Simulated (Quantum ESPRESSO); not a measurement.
# Band-structure run, with input and output: GaN (part 2 of 2)

Continued. System: GaN (F-43m, 2 atoms in the cell). Method: Kohn-Sham DFT of a periodic cell, PBE, spin-orbit coupling, PseudoDojo 0.4 FR PBE standard, no spin polarisation (Quantum ESPRESSO 7.5); cutoff 1142.88 eV, 10×10×10 k-mesh, fermi-dirac of 0.05 eV. The structure derives from a Materials Project entry.

Geometry of the input (Å; fractional positions):
```
0.0000  2.2535  2.2535
2.2535  0.0000  2.2535
2.2535  2.2535  0.0000
Ga 0.0000  0.0000  0.0000
N  0.2500  0.2500  0.2500
```

What the program printed, continued:
```
    -4.9617  -4.9563  -3.1372  -3.1081  -3.0661  -3.0052  -2.7232  -2.7025
    -2.5791  -2.5618  -2.5233  -2.5090   8.1750   8.1852   9.9421   9.9458
    10.0466  10.0709  14.3853  14.3976  19.4175  19.4187  21.3392  21.3515
    21.6382  21.6401  24.9576  24.9737  29.1844  29.2150

          k = 0.2828 0.1414-0.1414 (  2001 PWs)   bands (ev):

    -4.7037  -4.6865  -3.1278  -3.0932  -2.9570  -2.8289  -2.6674  -2.6632
    -2.5383  -2.5318  -2.3649  -2.3039   6.4433   6.4482   9.6250   9.6299
     9.7155   9.7428  15.2074  15.2254  19.0206  19.0348  20.9857  20.9971
    21.7461  21.7472  25.3486  25.3719  28.3564  28.3762

          k = 0.3536 0.2121-0.2121 (  1997 PWs)   bands (ev):

    -4.5326  -4.5039  -3.1179  -3.0914  -2.8582  -2.7347  -2.6692  -2.6647
    -2.4992  -2.4919  -1.8492  -1.7746   4.8093   4.8105   9.3354   9.3642
     9.4426   9.4437  15.6642  15.6815  18.8372  18.8666  20.8116  20.8452
    21.5697  21.5721  26.2476  26.2885  28.3731  28.3874

          k =-0.2828-0.4243 0.4243 (  2006 PWs)   bands (ev):

    -4.4687  -4.4345  -3.1084  -3.0987  -2.8085  -2.7055  -2.6775  -2.6666
    -2.4759  -2.4756  -1.3389  -1.2737   3.7906   3.7954   9.0505   9.0733
     9.4345   9.4371  15.8333  15.8480  18.7176  18.7498  20.9266  20.9661
    21.3550  21.3598  26.8222  26.8681  29.2220  29.2660

          k =-0.2121-0.3536 0.3536 (  2006 PWs)   bands (ev):

    -4.4818  -4.4473  -3.1088  -3.0998  -2.8190  -2.7088  -2.6739  -2.6731
    -2.4852  -2.4740  -1.4647  -1.3921   4.0191   4.0239   8.9372   8.9557
     9.6060   9.6115  15.8442  15.8583  18.7778  18.8119  20.8734  20.9128
    21.3144  21.3197  27.0529  27.0939  28.8743  28.8831

          k =-0.1414-0.2828 0.2828 (  2004 PWs)   bands (ev):

    -4.5799  -4.5511  -3.1192  -3.0961  -2.8897  -2.7557  -2.6741  -2.6608
    -2.5126  -2.4958  -2.0584  -1.9585   5.3165   5.3173   9.0403   9.0573
     9.9044   9.9122  15.6274  15.6430  19.0125  19.0433  20.7449  20.7735
    21.4592  21.4623  27.0769  27.0807  27.1539  27.1761

          k =-0.0707-0.2121 0.2121 (  2003 PWs)   bands (ev):

    -4.7897  -4.7735  -3.1307  -3.1036  -3.0029  -2.8728  -2.6924  -2.6604
    -2.5429  -2.5338  -2.4888  -2.3852   7.0016   7.0082   9.3699   9.3894
    10.2330  10.2413  14.9964  15.0122  19.3592  19.3688  20.9403  20.9423
    21.5397  21.5403  26.1556  26.1714  27.0469  27.0804

          k = 0.0000-0.1414 0.1414 (  2015 PWs)   bands (ev):

    -5.0482  -5.0433  -3.1447  -3.1220  -3.0940  -3.0388  -2.7479  -2.7217
    -2.5680  -2.5606  -2.5599  -2.5181   8.5539   8.5674   9.9201   9.9413
    10.4642  10.4709  14.0147  14.0269  19.8911  19.9000  21.1472  21.1714
    21.3581  21.3625  26.5861  26.6033  27.1226  27.1425

          k = 0.2828-0.0000 0.0000 (  2001 PWs)   bands (ev):

    -4.8262  -4.8262  -3.1013  -3.1013  -2.9906  -2.9906  -2.6754  -2.6754
    -2.5745  -2.5745  -2.4759  -2.4759   7.9458   7.9458   9.5176   9.5176
     9.5461   9.5461  14.8660  14.8660  18.6040  18.6040  22.0127  22.0127
    22.1821  22.1821  23.1148  23.1148  31.3582  31.3582

          k = 0.3536 0.0707-0.0707 (  2011 PWs)   bands (ev):

    -4.6352  -4.6171  -3.0989  -3.0619  -2.9616  -2.8202  -2.6476  -2.6153
    -2.5894  -2.5272  -2.3156  -2.2625   6.8123   6.8236   9.0742   9.1133
     9.1596   9.1636  15.3959  15.4140  18.2026  18.2094  21.3409  21.3474
    22.4687  22.4687  23.6630  23.6800  31.1089  31.1201

          k = 0.4243 0.1414-0.1414 (  2009 PWs)   bands (ev):

    -4.4935  -4.4523  -3.0945  -3.0445  -2.9211  -2.7262  -2.6487  -2.6055
    -2.5437  -2.4982  -1.8476  -1.7525   5.4391   5.4433   8.4953   8.5383
     8.9488   8.9507  15.9049  15.9243  18.2459  18.2629  20.7027  20.7322
    22.4805  22.4817  24.7738  24.8171  30.8585  30.8655

          k =-0.2121-0.4950 0.4950 (  2008 PWs)   bands (ev):

    -4.4313  -4.3748  -3.0891  -3.0497  -2.8850  -2.6993  -2.6549  -2.6123
    -2.5109  -2.4802  -1.2745  -1.1814   4.3553   4.3617   7.9447   7.9813
     8.9621   8.9656  16.3520  16.3610  18.1674  18.1854  20.8480  20.8880
    22.2593  22.2613  25.6577  25.7393  30.8279  30.8350

          k =-0.1414-0.4243 0.4243 (  1993 PWs)   bands (ev):

    -4.4282  -4.3657  -3.0826  -3.0628  -2.8800  -2.6949  -2.6552  -2.6300
    -2.5011  -2.4810  -1.1543  -1.0540   4.1779   4.1889   7.6101   7.6397
     9.1924   9.1986  16.8240  16.8271  17.9513  17.9706  20.8197  20.8619
    22.0517  22.0545  26.7243  26.8355  29.1955  29.2080

          k =-0.0707-0.3536 0.3536 (  2004 PWs)   bands (ev):

    -4.4802  -4.4220  -3.0790  -3.0776  -2.9165  -2.7107  -2.6531  -2.6462
    -2.5079  -2.4999  -1.6296  -1.5016   5.0172   5.0228   7.6374   7.6645
     9.5711   9.5796  16.8649  16.8799  18.1923  18.2346  20.2685  20.3174
    21.9553  21.9581  27.2006  27.2081  27.8440  27.9516

          k = 0.0000-0.2828 0.2828 (  2013 PWs)   bands (ev):

    -4.6054  -4.5650  -3.0990  -3.0857  -2.9712  -2.7623  -2.6637  -2.6390
    -2.5256  -2.5249  -2.2000  -2.0422   6.1426   6.1475   8.2319   8.2602
     9.9720   9.9814  16.0809  16.1000  18.9541  19.0034  20.1002  20.1446
    21.8320  21.8337  26.0416  26.0556  27.9186  27.9932

          k = 0.4243 0.0000-0.0000 (  2008 PWs)   bands (ev):

    -4.5083  -4.5083  -3.0657  -3.0657  -2.8297  -2.8297  -2.6289  -2.6289
    -2.5210  -2.5210  -2.0892  -2.0892   6.4233   6.4233   8.6981   8.6981
     8.7360   8.7360  15.0983  15.0983  17.7113  17.7113  21.8097  21.8097
    23.0878  23.0878  23.2304  23.2304  32.5670  32.5670

          k = 0.4950 0.0707-0.0707 (  2013 PWs)   bands (ev):

    -4.4243  -4.3946  -3.0709  -3.0347  -2.8579  -2.7196  -2.6299  -2.5937
    -2.5266  -2.4829  -1.6773  -1.6172   5.5778   5.5842   8.1102   8.1483
     8.4516   8.4541  15.0739  15.0892  17.7710  17.7732  21.4139  21.4270
    23.4632  23.4662  23.9804  24.0074  32.8186  32.8896

          k =-0.1414-0.5657 0.5657 (  2018 PWs)   bands (ev):

    -4.3848  -4.3286  -3.0719  -3.0056  -2.8966  -2.6835  -2.6329  -2.5570
    -2.5432  -2.4683  -1.1443  -1.0629   4.8491   4.8499   7.2209   7.2680
     8.4353   8.4388  15.4855  15.4941  18.2141  18.2176  21.2781  21.3088
    23.3482  23.3503  24.4013  24.4688  32.4133  32.4265

          k =-0.0707-0.4950 0.4950 (  2015 PWs)   bands (ev):

    -4.3817  -4.3097  -3.0701  -2.9942  -2.9289  -2.6745  -2.6385  -2.5859
    -2.5256  -2.4729  -0.8793  -0.7860   4.6073   4.6187   6.5335   6.5738
     8.6729   8.6785  16.1213  16.1287  18.4487  18.4521  21.2146  21.2559
    22.9864  22.9871  24.8489  24.9489  30.2997  30.3116

          k =-0.0000-0.4243 0.4243 (  2011 PWs)   bands (ev):

    -4.4117  -4.3378  -3.0702  -3.0265  -2.9314  -2.6821  -2.6414  -2.6276
    -2.5121  -2.4889  -1.1249  -1.0122   4.8248   4.8368   6.5822   6.6151
     9.0970   9.1046  16.9688  16.9905  18.0946  18.0959  20.6024  20.6502
    22.5151  22.5168  26.3727  26.4913  28.3290  28.3425

          k = 0.5657-0.0000 0.0000 (  2020 PWs)   bands (ev):

    -4.3590  -4.3590  -3.0535  -3.0535  -2.7394  -2.7394  -2.6093  -2.6093
    -2.4724  -2.4724  -1.3372  -1.3372   5.0932   5.0932   8.0975   8.0975
     8.1398   8.1398  14.3400  14.3400  17.4186  17.4186  21.9931  21.9931
    24.0697  24.0697  24.1925  24.1925  32.6640  32.6640

          k =-0.0707-0.6364 0.6364 (  2018 PWs)   bands (ev):

    -4.3476  -4.3140  -3.0633  -3.0309  -2.7984  -2.6778  -2.6144  -2.5792
    -2.4878  -2.4505  -0.9881  -0.9428   4.6832   4.6842   7.5221   7.5574
     8.0440   8.0468  14.4594  14.4734  17.6093  17.6096  22.0803  22.0895
    24.1627  24.2032  24.3093  24.3201  32.6628  32.7418

          k = 0.0000-0.5657 0.5657 (  2018 PWs)   bands (ev):

    -4.3550  -4.2948  -3.0658  -2.9965  -2.8821  -2.6642  -2.6247  -2.5561
    -2.5268  -2.4559  -0.7933  -0.7205   4.6860   4.6910   6.6186   6.6660
     8.2466   8.2508  15.1826  15.1892  18.2372  18.2382  21.9291  21.9509
    23.7517  23.7800  24.0044  24.0657  32.1766  32.1912

          k =-0.7071 0.0000 0.0000 (  2044 PWs)   bands (ev):

    -4.3235  -4.3235  -3.0536  -3.0536  -2.7121  -2.7121  -2.5975  -2.5975
    -2.4522  -2.4522  -0.8991  -0.8991   4.4807   4.4807   7.8794   7.8794
     7.9229   7.9229  13.9746  13.9746  17.2878  17.2878  22.3070  22.3070
    24.4941  24.4941  24.6086  24.6086  32.3165  32.3165

          k = 0.2828 0.1414 0.0000 (  2001 PWs)   bands (ev):

    -4.7610  -4.7431  -3.1176  -3.0839  -3.0192  -2.8662  -2.6757  -2.6491
    -2.5806  -2.5391  -2.4567  -2.3754   7.2280   7.2403   9.1140   9.1406
     9.9047   9.9299  15.2013  15.2216  18.8856  18.8946  21.0041  21.0129
    21.9500  21.9932  24.5302  24.5727  28.9442  28.9639

          k = 0.3536 0.2121-0.0707 (  2005 PWs)   bands (ev):

    -4.5705  -4.5323  -3.1031  -3.0703  -2.9477  -2.7522  -2.6553  -2.6351
    -2.5366  -2.5135  -2.1084  -1.9832   5.8816   5.8864   8.4828   8.5107
     9.5911   9.6193  16.0167  16.0408  18.6020  18.6337  20.3590  20.3952
    22.1038  22.1347  25.2587  25.3248  29.1626  29.1971

          k =-0.2828-0.4243 0.5657 (  2011 PWs)   bands (ev):

    -4.4658  -4.4136  -3.0932  -3.0714  -2.8843  -2.7071  -2.6585  -2.6386
    -2.5013  -2.4915  -1.5079  -1.4052   4.5701   4.5757   8.1877   8.2191
     9.2532   9.2840  16.5299  16.5507  18.2178  18.2521  20.5093  20.5601
    22.0011  22.0133  26.3128  26.4098  29.3325  29.3731

          k =-0.2121-0.3536 0.4950 (  2010 PWs)   bands (ev):

    -4.4362  -4.3800  -3.0871  -3.0765  -2.8595  -2.6978  -2.6624  -2.6338
    -2.4895  -2.4828  -1.1730  -1.0817   3.9802   3.9894   8.1111   8.1457
     9.1059   9.1389  16.7159  16.7344  17.9779  18.0078  20.7788  20.8308
    21.9329  21.9402  26.8244  26.9550  29.3465  29.3714

          k = 0.4243 0.1414-0.0000 (  2010 PWs)   bands (ev):

    -4.5035  -4.4678  -3.0830  -3.0407  -2.9283  -2.7410  -2.6414  -2.5886
    -2.5687  -2.5013  -1.9842  -1.8897   6.0191   6.0287   8.2664   8.2984
     8.9041   8.9447  15.7113  15.7348  18.0444  18.0555  20.8015  20.8252
    22.9077  22.9923  24.0660  24.1665  31.3013  31.3355

          k =-0.2121-0.4950 0.6364 (  2013 PWs)   bands (ev):

    -4.4235  -4.3659  -3.0735  -3.0246  -2.9209  -2.6961  -2.6412  -2.5872
    -2.5368  -2.4841  -1.4292  -1.3307   5.1038   5.1080   7.5923   7.6330
     8.5581   8.6009  16.1955  16.2131  18.2406  18.2551  20.4607  20.5120
    22.9022  22.9631  24.9003  25.0013  31.0828  31.1426

          k =-0.1414-0.4243 0.5657 (  2005 PWs)   bands (ev):

    -4.3951  -4.3245  -3.0671  -3.0253  -2.9159  -2.6801  -2.6447  -2.5941
    -2.5143  -2.4821  -0.9903  -0.8954   4.4868   4.4974   7.1083   7.1486
     8.4865   8.5249  16.7174  16.7277  18.1800  18.1840  20.6983  20.7556
    22.6566  22.7022  25.4985  25.6203  29.9896  30.0151

          k =-0.0707-0.3536 0.4950 (  2002 PWs)   bands (ev):

    -4.4070  -4.3344  -3.0638  -3.0375  -2.9220  -2.6808  -2.6451  -2.6154
    -2.5031  -2.4944  -1.0861  -0.9812   4.6436   4.6551   6.9392   6.9729
     8.7529   8.7867  17.3275  17.3534  17.8024  17.8197  20.4264  20.4836
    22.5627  22.6006  26.1015  26.2354  28.9333  28.9651

          k = 0.0000-0.2828 0.4243 (  2009 PWs)   bands (ev):

    -4.4629  -4.4012  -3.0746  -3.0519  -2.9380  -2.7061  -2.6445  -2.6297
    -2.5175  -2.5024  -1.6036  -1.4776   5.2975   5.3021   7.3720   7.4029
     9.1999   9.2315  17.0357  17.0571  18.0849  18.1238  19.9593  20.0203
    22.4584  22.4954  25.8024  25.8979  29.2061  29.2808

          k =-0.1414-0.5657 0.7071 (  2016 PWs)   bands (ev):

    -4.3774  -4.3323  -3.0637  -3.0235  -2.8584  -2.6844  -2.6249  -2.5723
    -2.5213  -2.4646  -1.2343  -1.1669   5.0413   5.0448   7.6729   7.7139
     7.9785   8.0252  15.1166  15.1366  17.9021  17.9050  21.4405  21.4654
    23.4762  23.5689  24.4805  24.5711  32.7485  32.7706

          k =-0.0707-0.4950 0.6364 (  2011 PWs)   bands (ev):

    -4.3624  -4.2964  -3.0583  -2.9991  -2.9078  -2.6668  -2.6265  -2.5499
    -2.5372  -2.4642  -0.8472  -0.7691   4.7705   4.7754   6.8485   6.8957
     7.8932   7.9285  15.7079  15.7223  18.3897  18.3942  21.4320  21.4772
    22.8386  22.9136  24.9237  24.9919  31.4596  31.4830

          k = 0.0000-0.4243 0.5657 (  2007 PWs)   bands (ev):

    -4.3720  -4.2949  -3.0563  -2.9839  -2.9531  -2.6632  -2.6367  -2.5820
    -2.5196  -2.4787  -0.7901  -0.6994   4.7991   4.8091   6.3253   6.3683
     8.2208   8.2540  16.4668  16.4800  18.5654  18.5672  20.9989  21.0587
    22.6321  22.6972  25.2472  25.3479  29.8172  29.8253

          k =-0.7071 0.1414 0.0000 (  2014 PWs)   bands (ev):

    -4.3452  -4.2981  -3.0601  -3.0222  -2.8308  -2.6665  -2.6139  -2.5669
    -2.4995  -2.4492  -0.8305  -0.7745   4.6015   4.6047   7.5067   7.5572
     7.5750   7.5889  14.7907  14.8107  17.8357  17.8368  22.1457  22.1551
    23.3545  23.4338  24.8541  24.8550  32.8494  32.9457

          k =-0.1414-0.4243 0.7071 (  1994 PWs)   bands (ev):

    -4.3818  -4.3077  -3.0474  -3.0146  -2.9401  -2.6695  -2.6368  -2.5805
    -2.5209  -2.4832  -0.9693  -0.8764   4.8984   4.9064   6.8607   6.8989
     7.9636   8.0129  16.7255  16.7283  18.5266  18.5344  20.2843  20.3644
    22.7323  22.7961  25.4712  25.5683  29.9970  30.0320

          k =-0.0707-0.3536 0.6364 (  2002 PWs)   bands (ev):

    -4.3685  -4.2884  -3.0356  -3.0061  -2.9562  -2.6570  -2.6400  -2.5750
    -2.5109  -2.4883  -0.7549  -0.6671   4.8111   4.8202   6.6099   6.6544
     7.6657   7.7160  16.9275  16.9403  18.6666  18.6711  20.5581  20.6468
    22.2957  22.3518  25.7081  25.7905  29.6465  29.6516

          k =-0.7071 0.2828 0.0000 (  2002 PWs)   bands (ev):

    -4.3573  -4.2797  -3.0361  -2.9931  -2.9526  -2.6570  -2.6291  -2.5518
    -2.5281  -2.4748  -0.6888  -0.6089   4.8567   4.8615   6.9832   7.0065
     7.0498   7.0774  16.4397  16.4431  18.8041  18.8123  21.2820  21.4057
    21.7976  21.8178  25.6396  25.6409  30.4196  30.4209

     the Fermi energy is    11.5159 ev

!    total energy              =    -173.73531465 Ry
     estimated scf accuracy    <          3.6E-10 Ry
     smearing contrib. (-TS)   =      -0.00000000 Ry
     internal energy E=F+TS    =    -173.73531465 Ry

     The total energy is F=E-TS. E is the sum of the following terms:
     one-electron contribution =     -52.60540851 Ry
     hartree contribution      =      43.66646752 Ry
     xc contribution           =     -48.12205655 Ry
     ewald contribution        =    -116.67431711 Ry

     convergence has been achieved in  11 iterations

     Forces acting on atoms (cartesian axes, Ry/au):

     atom    1 type  1   force =     0.00000000   -0.00000000   -0.00000000
     atom    2 type  2   force =    -0.00000000   -0.00000000    0.00000000

     Total force =     0.000000     Total SCF correction =     0.000000

     Computing stress (Cartesian axis) and pressure

          total   stress  (Ry/bohr**3)                   (kbar)     P=       52.96
   0.00036001  -0.00000000  -0.00000000           52.96       -0.00       -0.00
  -0.00000000   0.00036001  -0.00000000           -0.00       52.96       -0.00
  -0.00000000   0.00000000   0.00036001           -0.00        0.00       52.96

=------------------------------------------------------------------------------=
   JOB DONE.
=------------------------------------------------------------------------------=
```

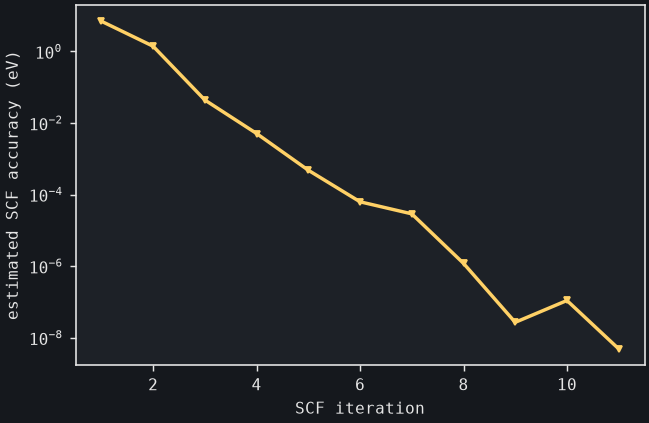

Fig. 1: Convergence of the self-consistent field: estimated SCF accuracy against the iteration. The field takes 11 iterations in all.

Results in brief:

- outcome: converged
- space group (tolerance 0.01 Å): F-43m (216)
- electrons treated: 18
- free energy: −2363.7894 eV
- Fermi energy: 11.516 eV
- gap on the k-point mesh: 1.75 eV
- gap on the band path: 1.75 eV
- pressure: 5.30 GPa
- largest force (length of the vector): under 0.001 eV/Å
- hardware: 1 thread of Arm Neoverse V1, 24 GiB of memory available, shared host
- wall time: 3.8 min
- peak memory: 0.16 GiB

Notes on the run: negative rho. The cell is under a pressure of 5.3 GPa at this level, so it is not at its equilibrium volume.
